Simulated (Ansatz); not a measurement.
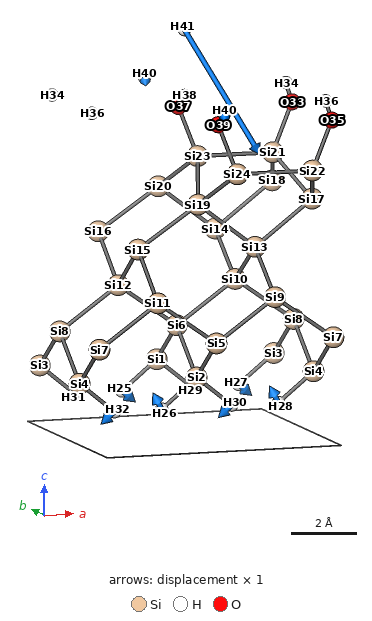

This is a constrained relaxation of a slab of composition Si24H13O4 (cut from the Fd-3m phase). The starting structure is drawn; blue arrows show the displacements, at their true length.

A ball-and-stick model of the cell of the calculation, outlined in the plane, without the vacuum (origin shifted), seen slightly off an axis.

Case: 1 H a cell, anchor, over a top H site. The slab is the (1 0 0) face of Si with H on it. 12 atoms are held fixed.

Computed with DFT PBE+D3(BJ), scalar-relativistic, plane waves, PAW (Ansatz 0.2.0).

Input
```yaml
crystal:
  lattice:
    - [7.6671877233, 0.0, 0.0]
    - [0.0, 7.6671877233, 0.0]
    - [0.0, 0.0, 27.6279408436]
  atoms:
    - { symbol: Si, position: [0.5, 0.25, 0.3196540936] }
    - { symbol: Si, position: [0.5, 0.75, 0.3196540936] }
    - { symbol: Si, position: [0.0, 0.25, 0.3196540936] }
    - { symbol: Si, position: [0.0, 0.75, 0.3196540936] }
    - { symbol: Si, position: [0.5, 0.5, 0.3687124044] }
    - { symbol: Si, position: [0.5, 0.0, 0.3687124044] }
    - { symbol: Si, position: [0.0, 0.5, 0.3687124044] }
    - { symbol: Si, position: [0.0, 0.0, 0.3687124044] }
    - { symbol: Si, position: [0.75, 0.5, 0.4177707151] }
    - { symbol: Si, position: [0.75, 0.0, 0.4177707151] }
    - { symbol: Si, position: [0.25, 0.5, 0.4177707151] }
    - { symbol: Si, position: [0.25, 0.0, 0.4177707151] }
    - { symbol: Si, position: [0.75, 0.75, 0.4646982428] }
    - { symbol: Si, position: [0.75, 0.25, 0.4646982428] }
    - { symbol: Si, position: [0.25, 0.75, 0.4686255916] }
    - { symbol: Si, position: [0.25, 0.25, 0.4686255916] }
    - { symbol: Si, position: [-0.0069974241, 0.7481374534, 0.5160839684] }
    - { symbol: Si, position: [-0.0069974241, 0.2481374534, 0.5160839684] }
    - { symbol: Si, position: [0.5069974241, 0.7518625466, 0.5160839684] }
    - { symbol: Si, position: [0.5069974241, 0.2518625466, 0.5160839684] }
    - { symbol: Si, position: [0.909597224, -0.0026062854, 0.5596046663] }
    - { symbol: Si, position: [0.909597224, 0.4973937146, 0.5596046663] }
    - { symbol: Si, position: [0.590402776, 0.0026062854, 0.5596046663] }
    - { symbol: Si, position: [0.590402776, 0.5026062854, 0.5596046663] }
    - { symbol: H, position: [0.3511776095, 0.2500247289, 0.2857341744] }
    - { symbol: H, position: [0.3511776095, 0.7500247289, 0.2857341744] }
    - { symbol: H, position: [0.8499495317, 0.2499743055, 0.2861951238] }
    - { symbol: H, position: [0.8499495317, 0.7499743055, 0.2861951238] }
    - { symbol: H, position: [0.6500504683, 0.2500256945, 0.2861951238] }
    - { symbol: H, position: [0.6500504683, 0.7500256945, 0.2861951238] }
    - { symbol: H, position: [0.1488223905, 0.2499752711, 0.2857341744] }
    - { symbol: H, position: [0.1488223905, 0.7499752711, 0.2857341744] }
    - { symbol: O, position: [0.9869499762, -0.0175097761, 0.6165058571] }
    - { symbol: H, position: [-0.0018694371, 0.0923752983, 0.6336847735] }
    - { symbol: O, position: [0.9869499762, 0.4824902239, 0.6165058571] }
    - { symbol: H, position: [-0.0018694371, 0.5923752983, 0.6336847735] }
    - { symbol: O, position: [0.5130500238, 0.0175097761, 0.6165058571] }
    - { symbol: H, position: [0.5018694371, 0.9076247017, 0.6336847735] }
    - { symbol: O, position: [0.5130500238, 0.5175097761, 0.6165058571] }
    - { symbol: H, position: [0.5018694371, 0.4076247017, 0.6336847735] }
    - { symbol: H, position: [0.5018694371, 0.9076247017, 0.7086089241], spin: 1.0 }
basis:
  ecutwfc: 420
kpoints:
  mp_grid: { grid: [2, 2, 1] }
hamiltonian:
  xc: pbe
  dispersion: d3bj
scf:
  occupations: { method: gaussian, width: 0.05 }
output:
  forces: true
  eigenvalues: true
  populations: true
magnetization:
  spin_polarized: true
relax:
  adjacent_minimum: "off"
  f_tol: 0.04
  max_steps: 100
  constraints: [{ sites: [0, 1, 2, 3, 4, 5, 6, 7, 8, 9, 10, 11] }]
efield:
  axis: 3
  dipole_correction: true
  ramp_width: 0.04
```

Run as
```bash
ansatz run input.yaml --threads 4 --pin off --max-ram 10240MiB --backend cpu --events-out ev --progress --plain --runs-dir out
```

Question: Which element moves most?

Answer: Hydrogen: up to 4.60 Å, against 0.24 Å for oxygen.

Question: What happened in the run?

Answer: The largest move is that of H41, 4.60 Å at 35° to the normal (−c side). Largest moves by element: H 4.60 Å, O 0.24 Å, Si 0.09 Å. The lattice vectors keep their values. Near-neighbour distances that change, for instance: Si22–H41 6.051 → 1.834 Å, Si24–H41 5.201 → 1.759 Å, Si22–Si24 2.448 → 2.530 Å, Si17–Si22 2.356 → 2.319 Å. New bonds form: Si24–H41 (5.20 → 1.76 Å). Bond angles that change, for instance: Si5–Si2–H26 111.5° → 98.4°, Si5–Si1–H29 111.2° → 98.2°, Si7–Si3–H31 111.5° → 98.7°. After 45 accepted moves (47 points after the start) the energy has fallen by 1.287 eV per cell of the calculation. The largest force component goes from 0.092 to 0.04 eV/Å. The line search rejected the trial step at point 45 of the run. 1 step only repeated the SCF at the same geometry. The forces were under the threshold at step 8, but the run went on from there. The program noted that the starting moments weren't kept. The run took 17 min on 4 threads of Intel(R) Xeon(R) 6975P-C (Granite Rapids) (shared host), peak memory 4.4 GiB.

Limits of the set-up: the k-point mesh is coarse for a cell with partly filled bands; the periodic images lie only 7.7 Å apart, so the values are limited by the cell's size.
